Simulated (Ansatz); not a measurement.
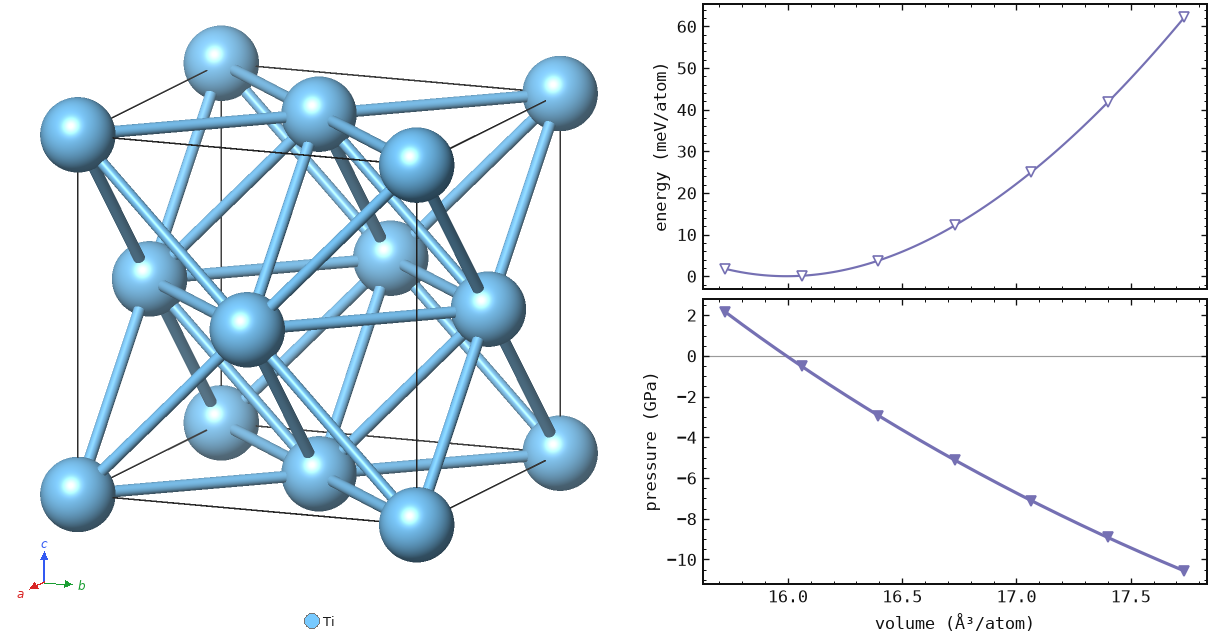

Plotted: energy and pressure against volume for Ti, space group Fm-3m (No. 225). The conventional cell is drawn beside the plot.

Starting cell:
```yaml
crystal:
  lattice:
    - [0.00000, 2.03000, 2.03000]
    - [2.03000, 0.00000, 2.03000]
    - [2.03000, 2.03000, 0.00000]
  atoms:
    - { symbol: Ti, position: [0.00000, 0.00000, 0.00000] }
```

Computed with Ansatz 0.2.0: all-electron LAPW DFT, no spin polarisation; energies at scaled volumes of the given cell, shape and fractions fixed, counted from the fit's minimum, third-order Birch-Murnaghan fit. Level: LDA.

| setting | value |
| --- | --- |
| k mesh | 11×11×11 |
| occupations | Fermi–Dirac |
| smearing width | 0.05 eV |
| potentials | all electron LAPW, scalar relativistic |
| program settings | basis error eV/atom 0.001 |

What equilibrium volume and bulk modulus follow from the curve?

Answer. A third-order Birch–Murnaghan fit gives V0 = 15.99 Å³/atom, B0 = 124 GPa and B′ = 3.6.

Read off the course of the pressure.

Answer. It falls from 2.15 GPa at volume 15.73 Å³/atom to −10.56 GPa at 17.73 Å³/atom, and changes sign near 16.00 Å³/atom.
